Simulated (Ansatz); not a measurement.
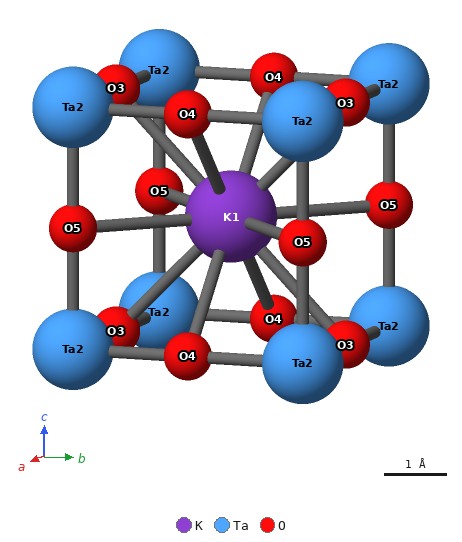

The input geometry (ball-and-stick view of the cell of the calculation, seen slightly off an axis; atoms are numbered from 1 in the order of the input).

KTaO₃: geometry relaxation (part 1 of 2)

The run: geometry relaxation of KTaO₃ (Pm-3m, 5 atoms in the cell). Method and program: DFT, PBE, plane waves, PAW, no spin polarisation (Ansatz 0.2.0).

The structure derives from an entry of the Crystallography Open Database. Figures and captions count atoms from 1; the log counts them from 0 in places.

The input
```yaml
crystal:
  lattice:
    - [3.9883, 0.0, 0.0]
    - [0.0, 3.9883, 0.0]
    - [0.0, 0.0, 3.9883]
  atoms:
    - { symbol: K, position: [0.5, 0.5, 0.5] }
    - { symbol: Ta, position: [0.0, 0.0, 0.0] }
    - { symbol: O, position: [0.5, 0.0, 0.0] }
    - { symbol: O, position: [0.0, 0.5, 0.0] }
    - { symbol: O, position: [0.0, 0.0, 0.5] }
basis:
  ecutwfc: 420
kpoints:
  mp_grid: { grid: [4, 4, 4] }
hamiltonian:
  xc: pbe
scf:
  occupations: { method: gaussian, width: 0.02 }
output:
  forces: true
  stress: true
  eigenvalues: true
  write_density: true
  write_potential: true
  elf: true
  volumetric_format: npy
relax:
  adjacent_minimum: "off"
  f_tol: 0.005
  max_steps: 80
  cell: { stress_tol: 0.05 }
```

Machine: 1 thread of AMD EPYC (Zen 3), 64 GiB of memory available, shared host.

Launch command:
```bash
ansatz run input.yaml --threads 1 --pin off --max-ram 2560MiB --backend cpu --events-out ev --progress --plain --runs-dir out
```

What the program printed
```
Engine: ansatz 0.2.0, x86_64-unknown-linux-gnu
Pseudopotentials: kind: paw
Pseudopotential: K, paw, valence charge 9, recommended cutoff 420 eV (normal), K.paw.azcp
Pseudopotential: Ta, paw, valence charge 13, recommended cutoff 420 eV (normal), Ta.paw.azcp
Pseudopotential: O, paw, valence charge 6, recommended cutoff 420 eV (normal), O.paw.azcp
Functional definition: PBE
  parameter kappa = 0.804
  parameter beta = 0.06672455060314922
  exchange = pbe_x(kappa = kappa, mu = beta*pi^2/3)
  correlation = pbe_c(beta = beta)
Crystal: 5 atoms, lattice volume = 63.440 Å³
Basis set: ecut = 420 eV, 1237 PW (Γ), exchange–correlation on 54×54×54 points (8 copies of the dense FFT grid, shifted against one another)
Bands: 25, of which v1, the nominal top of the filled ones, is band 20 counted from 1 (19 counted from 0)
Symmetry: 48 space group operations
Space group: Pm-3m (ITA 221), of the structure as read, at distance tolerance 4.0e-5 Å
k-points: 10 of 64
Non-local potential: K, projectors of the file, l = 0: 3, l = 1: 2, l = 2: 2
Non-local potential: Ta, projectors of the file, l = 0: 3, l = 1: 2, l = 2: 2, l = 3: 1
Non-local potential: O, projectors of the file, l = 0: 2, l = 1: 2, l = 2: 1
PAW form: soft (Blöchl's): semilocal exchange-correlation on the pseudo side does not see the compensation charge
PAW one-centre angular grid: K, 110 points (default); XC on 64 Gauss nodes
PAW one-centre angular grid: Ta, 590 points (default); XC on 64 Gauss nodes
PAW one-centre angular grid: O, 110 points (default); XC on 64 Gauss nodes
Initial density: superposition of atomic densities (neutral atoms: chi_scale 0, normalization atom), corrected by the library's trained network
Initial wavefunctions: pseudopotential atomic-orbital guess
Functional: x = pbe(κ = 0.804, μ = 0.2195149727645171), c = pbe(β = 0.06672455060314922)
SCF iter   1: F=—  HF=-13178.177103 eV  |F-HF|=—  |Δ(HF+E_count)|=         —  Δρ=8.51e-4  dr2=1.50e-4  ethr=1.77e-3  ⟨swp⟩=6.6  Hψ=1240  notcnv=0
preconditioner: auto → Resta (q_TF=auto, 2.526 Å⁻¹)  ε∞=4.7  [insulator: Δε(μ)=2.213 eV  Ē_g=13.261 eV  σ=0.020 eV  W_gap=1.00  n_scr=18 (ndim 8)  ℏωp=25.5 eV  f_vac=0.012  D(μ)=0.00/eV (n_scr^D=0)  ε∞_Penn≈4.7]
SCF iter   2: F=—  HF=-13178.177584 eV  |F-HF|=—  |Δ(HF+E_count)|=   4.82e-4  Δρ=4.71e-4  dr2=3.56e-5  ethr=3.74e-7  ⟨swp⟩=2.0  Hψ=543  notcnv=0  defer=3
SCF iter   3: F=—  HF=-13178.176646 eV  |F-HF|=—  |Δ(HF+E_count)|=   9.38e-4  Δρ=2.03e-4  dr2=9.73e-6  ethr=8.90e-8  ⟨swp⟩=2.4  Hψ=430  notcnv=0  defer=3
SCF iter   4: F=—  HF=-13178.176681 eV  |F-HF|=—  |Δ(HF+E_count)|=   3.51e-5  Δρ=2.59e-5  dr2=2.38e-7  ethr=2.43e-8  ⟨swp⟩=2.3  Hψ=425  notcnv=0  defer=3
iter 5 did not close the SCF: its close was put off for the readings that it lacked (scf_convergence_deferred on its scf_iter line)
SCF iter   5: F=-13178.176682 eV  HF=-13178.176682 eV  |F-HF|=6.52e-9  |Δ(HF+E_count)|=   3.80e-7  Δρ=5.57e-6  dr2=2.65e-8  ethr=5.96e-10  ⟨swp⟩=2.6  Hψ=406  notcnv=0  defer=3
SCF iter   6: F=-13178.176682 eV  HF=-13178.176682 eV  |F-HF|=1.42e-10  |Δ(HF+E_count)|=   2.16e-9  Δρ=1.31e-6  dr2=8.33e-10  ethr=6.63e-11  ⟨swp⟩=8.8  Hψ=1625  notcnv=0
SCF 1 converged in 6 iterations: F = -13178.176682 eV  dr2 = 8.33e-10
  greatest PAW one-centre occupation: 0.999 electrons in one spin orbital (limit 2), on the Ta atom at site 1 (counted from 0), in its partial waves of l = 0
relax step   1: F+E_penalty+E_count = -13178.17668183 eV  Δ(F+E_penalty+E_count) = +0.000e0 eV  max|allowed force component| = 1.096e-29 eV/Å  Δτ_max = 0.0000 Å  P = +5.455 GPa  Ω = 63.440 Å³  (6 SCF iters, dr2 threshold 1.00e-7 eV, accepted)
Crystal: 5 atoms, lattice volume = 65.532 Å³
Basis set: ecut = 420 eV, 1309 PW (Γ), exchange–correlation on 54×54×54 points (8 copies of the dense FFT grid, shifted against one another)
Initial density: handed on by an earlier stage of this run
Initial wavefunctions: those handed on with the density
iter 1 solved again at ethr=2.70e-5 eV; its pass at ethr=3.10e-3 eV (dr2=1.08e-2 eV) is discarded
SCF iter   1: F=—  HF=-13178.200415 eV  |F-HF|=—  |Δ(HF+E_count)|=         —  Δρ=4.71e-3  dr2=1.08e-2  ethr=2.70e-5  ⟨swp⟩=1.5  Hψ=1432  notcnv=0
preconditioner: auto → Resta (q_TF=auto, 2.513 Å⁻¹)  ε∞=4.7  [insulator: Δε(μ)=2.116 eV  Ē_g=12.983 eV  σ=0.020 eV  W_gap=1.00  n_scr=18 (ndim 8)  ℏωp=25.1 eV  f_vac=0.016  D(μ)=0.00/eV (n_scr^D=0)  ε∞_Penn≈4.7]
SCF iter   2: F=—  HF=-13178.197639 eV  |F-HF|=—  |Δ(HF+E_count)|=   2.78e-3  Δρ=1.62e-3  dr2=1.81e-3  ethr=2.70e-5  ⟨swp⟩=2.1  Hψ=429  notcnv=0
SCF iter   3: F=—  HF=-13178.197299 eV  |F-HF|=—  |Δ(HF+E_count)|=   3.39e-4  Δρ=8.28e-4  dr2=4.29e-4  ethr=4.52e-6  ⟨swp⟩=1.9  Hψ=267  notcnv=0
SCF iter   4: F=—  HF=-13178.196227 eV  |F-HF|=—  |Δ(HF+E_count)|=   1.07e-3  Δρ=1.75e-4  dr2=1.57e-5  ethr=1.07e-6  ⟨swp⟩=2.0  Hψ=405  notcnv=0
SCF iter   5: F=—  HF=-13178.196242 eV  |F-HF|=—  |Δ(HF+E_count)|=   1.48e-5  Δρ=2.64e-5  dr2=5.51e-7  ethr=3.92e-8  ⟨swp⟩=2.3  Hψ=417  notcnv=0
SCF iter   6: F=-13178.196242 eV  HF=-13178.196242 eV  |F-HF|=3.29e-8  |Δ(HF+E_count)|=   7.91e-7  Δρ=6.65e-6  dr2=3.22e-8  ethr=1.25e-9  ⟨swp⟩=9.8  Hψ=1739  notcnv=0
SCF 2 converged in 6 iterations: F = -13178.196242 eV  dr2 = 3.22e-8
relax step   2: F+E_penalty+E_count = -13178.19624244 eV  Δ(F+E_penalty+E_count) = -1.956e-2 eV  max|allowed force component| = 4.477e-30 eV/Å  Δτ_max = 0.0000 Å  P = -1.191 GPa  Ω = 65.532 Å³  energy of the carried Pulay correction = -7.098e-3 eV  (6 SCF iters, dr2 threshold 5.00e-7 eV, accepted)
Crystal: 5 atoms, lattice volume = 65.147 Å³
iter 1 solved again at ethr=1.08e-6 eV; its pass at ethr=3.10e-3 eV (dr2=4.30e-4 eV) is discarded
SCF iter   1: F=—  HF=-13178.200172 eV  |F-HF|=—  |Δ(HF+E_count)|=         —  Δρ=8.45e-4  dr2=3.37e-4  ethr=1.08e-6  ⟨swp⟩=2.1  Hψ=1313  notcnv=0
preconditioner: auto → Resta (q_TF=auto, 2.515 Å⁻¹)  ε∞=4.7  [insulator: Δε(μ)=2.147 eV  Ē_g=13.027 eV  σ=0.020 eV  W_gap=1.00  n_scr=18 (ndim 8)  ℏωp=25.2 eV  f_vac=0.012  D(μ)=0.00/eV (n_scr^D=0)  ε∞_Penn≈4.7]
SCF iter   2: F=—  HF=-13178.199038 eV  |F-HF|=—  |Δ(HF+E_count)|=   1.13e-3  Δρ=2.94e-4  dr2=5.82e-5  ethr=8.42e-7  ⟨swp⟩=2.0  Hψ=391  notcnv=0
SCF iter   3: F=—  HF=-13178.199027 eV  |F-HF|=—  |Δ(HF+E_count)|=   1.11e-5  Δρ=1.49e-4  dr2=1.35e-5  ethr=1.45e-7  ⟨swp⟩=2.0  Hψ=286  notcnv=0
SCF iter   4: F=-13178.199026 eV  HF=-13178.199026 eV  |F-HF|=3.65e-7  |Δ(HF+E_count)|=   1.45e-6  Δρ=3.19e-5  dr2=4.99e-7  ethr=1.25e-9  ⟨swp⟩=7.9  Hψ=1935  notcnv=0
SCF 3 converged in 4 iterations: F = -13178.199026 eV  dr2 = 4.99e-7
relax step   3: F+E_penalty+E_count = -13178.19902617 eV  Δ(F+E_penalty+E_count) = -2.784e-3 eV  max|allowed force component| = 1.420e-30 eV/Å  Δτ_max = 0.0000 Å  P = -0.048 GPa  Ω = 65.147 Å³  energy of the carried Pulay correction = -5.809e-3 eV  (4 SCF iters, dr2 threshold 5.00e-7 eV, accepted)
Initial wavefunctions: pseudopotential atomic-orbital guess (no wavefunctions were taken with the density)
iter 1 solved again at ethr=1.39e-8 eV; its pass at ethr=3.10e-3 eV (dr2=5.57e-6 eV) is discarded
SCF iter   1: F=—  HF=-13178.205518 eV  |F-HF|=—  |Δ(HF+E_count)|=         —  Δρ=2.91e-4  dr2=5.83e-6  ethr=1.39e-8  ⟨swp⟩=3.3  Hψ=1961  notcnv=0
preconditioner: auto → Resta (q_TF=auto, 2.515 Å⁻¹)  ε∞=4.7  [insulator: Δε(μ)=2.146 eV  Ē_g=13.028 eV  σ=0.020 eV  W_gap=1.00  n_scr=18 (ndim 8)  ℏωp=25.2 eV  f_vac=0.013  D(μ)=0.00/eV (n_scr^D=0)  ε∞_Penn≈4.7]
SCF iter   2: F=—  HF=-13178.204767 eV  |F-HF|=—  |Δ(HF+E_count)|=   7.51e-4  Δρ=1.49e-4  dr2=2.18e-6  ethr=1.39e-8  ⟨swp⟩=2.0  Hψ=450  notcnv=0
SCF iter   3: F=—  HF=-13178.204846 eV  |F-HF|=—  |Δ(HF+E_count)|=   7.98e-5  Δρ=7.22e-5  dr2=2.81e-7  ethr=5.46e-9  ⟨swp⟩=2.1  Hψ=317  notcnv=0
SCF iter   4: F=—  HF=-13178.204871 eV  |F-HF|=—  |Δ(HF+E_count)|=   2.47e-5  Δρ=4.98e-6  dr2=1.57e-8  ethr=7.01e-10  ⟨swp⟩=2.0  Hψ=400  notcnv=0
SCF iter   5: F=—  HF=-13178.204871 eV  |F-HF|=—  |Δ(HF+E_count)|=   4.21e-8  Δρ=1.48e-6  dr2=1.24e-9  ethr=3.93e-11  ⟨swp⟩=2.2  Hψ=360  notcnv=0
SCF iter   6: F=—  HF=-13178.204871 eV  |F-HF|=—  |Δ(HF+E_count)|=   2.62e-9  Δρ=2.92e-7  dr2=7.00e-11  ethr=3.10e-12  ⟨swp⟩=2.0  Hψ=379  notcnv=0
SCF iter   7: F=-13178.204871 eV  HF=-13178.204871 eV  |F-HF|=0.00e0  |Δ(HF+E_count)|=  1.38e-10  Δρ=5.35e-8  dr2=2.06e-12  ethr=1.00e-12  ⟨swp⟩=5.6  Hψ=1062  notcnv=0
SCF 4 converged in 7 iterations: F = -13178.204871 eV  dr2 = 2.06e-12
relax step   4: F+E_penalty+E_count = -13178.20487122 eV  Δ(F+E_penalty+E_count) = -5.845e-3 eV  max|allowed force component| = 2.983e-30 eV/Å  Δτ_max = 0.0000 Å  P = +0.116 GPa  Ω = 65.147 Å³  stress off target by 1.16e-1 GPa  SCF on the basis re-selected at this cell (its energy is not comparable with the rows above)  (7 SCF iters)
basis re-selected at this cell: Δ(F+E_penalty+E_count) = -5.845e-3 eV, ΔP = +0.164 GPa vs the last step (what re-selecting the basis moved, of the pressure what is left beyond the Pulay correction that the steps carried, after the strain that the cell walked since its last selection, with what the two solves' SCF thresholds leave and, on support functions, any second-order correction that the steps lacked; it is no measure of the basis error at this ecutwfc). This SCF's stress stands 1.16e-1 GPa from its target on what of the cell is left free (relax.cell.stress_tol is 5.00e-2 GPa) and its largest allowed force component is 2.98e-30 eV/Å (relax.f_tol is 5.00e-3 eV/Å): not within both, so this SCF does not close the relaxation
Crystal: 5 atoms, lattice volume = 65.186 Å³
iter 1 solved again at ethr=9.66e-9 eV; its pass at ethr=3.10e-3 eV (dr2=3.86e-6 eV) is discarded
SCF iter   1: F=—  HF=-13178.205805 eV  |F-HF|=—  |Δ(HF+E_count)|=         —  Δρ=7.65e-5  dr2=2.95e-6  ethr=9.66e-9  ⟨swp⟩=2.0  Hψ=1305  notcnv=0
preconditioner: auto → Resta (q_TF=auto, 2.515 Å⁻¹)  ε∞=4.7  [insulator: Δε(μ)=2.143 eV  Ē_g=13.023 eV  σ=0.020 eV  W_gap=1.00  n_scr=18 (ndim 8)  ℏωp=25.2 eV  f_vac=0.016  D(μ)=0.00/eV (n_scr^D=0)  ε∞_Penn≈4.7]
SCF iter   2: F=—  HF=-13178.204754 eV  |F-HF|=—  |Δ(HF+E_count)|=   1.05e-3  Δρ=3.05e-5  dr2=4.40e-7  ethr=7.37e-9  ⟨swp⟩=2.0  Hψ=450  notcnv=0
SCF iter   3: F=—  HF=-13178.204753 eV  |F-HF|=—  |Δ(HF+E_count)|=   8.27e-8  Δρ=1.06e-5  dr2=6.13e-8  ethr=1.10e-9  ⟨swp⟩=2.6  Hψ=461  notcnv=0
SCF iter   4: F=-13178.204753 eV  HF=-13178.204753 eV  |F-HF|=2.99e-9  |Δ(HF+E_count)|=   2.57e-9  Δρ=3.17e-6  dr2=3.78e-9  ethr=8.34e-11  ⟨swp⟩=7.6  Hψ=1373  notcnv=0
SCF 5 converged in 4 iterations: F = -13178.204753 eV  dr2 = 3.78e-9
relax step   5: F+E_penalty+E_count = -13178.20475349 eV  Δ(F+E_penalty+E_count) = +1.177e-4 eV  max|allowed force component| = 4.628e-30 eV/Å  Δτ_max = 0.0000 Å  P = +0.002 GPa  Ω = 65.186 Å³  energy of the carried Pulay correction = -1.319e-4 eV  (4 SCF iters, dr2 threshold 3.34e-8 eV, accepted)
iter 1 solved again at ethr=5.84e-9 eV; its pass at ethr=3.10e-3 eV (dr2=2.33e-6 eV) is discarded
SCF iter   1: F=—  HF=-13178.205804 eV  |F-HF|=—  |Δ(HF+E_count)|=         —  Δρ=2.52e-5  dr2=1.67e-7  ethr=5.84e-9  ⟨swp⟩=3.6  Hψ=2026  notcnv=0
preconditioner: auto → Resta (q_TF=auto, 2.515 Å⁻¹)  ε∞=4.7  [insulator: Δε(μ)=2.144 eV  Ē_g=13.023 eV  σ=0.020 eV  W_gap=1.00  n_scr=18 (ndim 8)  ℏωp=25.2 eV  f_vac=0.016  D(μ)=0.00/eV (n_scr^D=0)  ε∞_Penn≈4.7]
SCF iter   2: F=—  HF=-13178.204754 eV  |F-HF|=—  |Δ(HF+E_count)|=   1.05e-3  Δρ=1.62e-5  dr2=1.31e-7  ethr=4.17e-10  ⟨swp⟩=3.1  Hψ=556  notcnv=0
SCF iter   3: F=—  HF=-13178.204753 eV  |F-HF|=—  |Δ(HF+E_count)|=   1.78e-8  Δρ=7.71e-6  dr2=2.12e-8  ethr=3.27e-10  ⟨swp⟩=2.0  Hψ=279  notcnv=0
SCF iter   4: F=—  HF=-13178.204753 eV  |F-HF|=—  |Δ(HF+E_count)|=   1.04e-9  Δρ=4.18e-6  dr2=4.41e-9  ethr=5.29e-11  ⟨swp⟩=1.9  Hψ=263  notcnv=0
SCF iter   5: F=—  HF=-13178.204753 eV  |F-HF|=—  |Δ(HF+E_count)|=   2.54e-9  Δρ=9.45e-7  dr2=3.63e-10  ethr=1.10e-11  ⟨swp⟩=2.3  Hψ=389  notcnv=0
SCF iter   6: F=-13178.204753 eV  HF=-13178.204753 eV  |F-HF|=5.46e-12  |Δ(HF+E_count)|=  7.28e-12  Δρ=3.56e-7  dr2=4.03e-11  ethr=1.00e-12  ⟨swp⟩=4.6  Hψ=1155  notcnv=0
SCF 6 converged in 6 iterations: F = -13178.204753 eV  dr2 = 4.03e-11
relax step   6: F+E_penalty+E_count = -13178.20475349 eV  Δ(F+E_penalty+E_count) = -9.113e-10 eV  max|allowed force component| = 7.994e-30 eV/Å  Δτ_max = 0.0000 Å  P = +0.003 GPa  Ω = 65.186 Å³  stress off target by 2.71e-3 GPa  SCF on the basis re-selected at this cell (its energy is not comparable with the rows above)  (6 SCF iters)
```
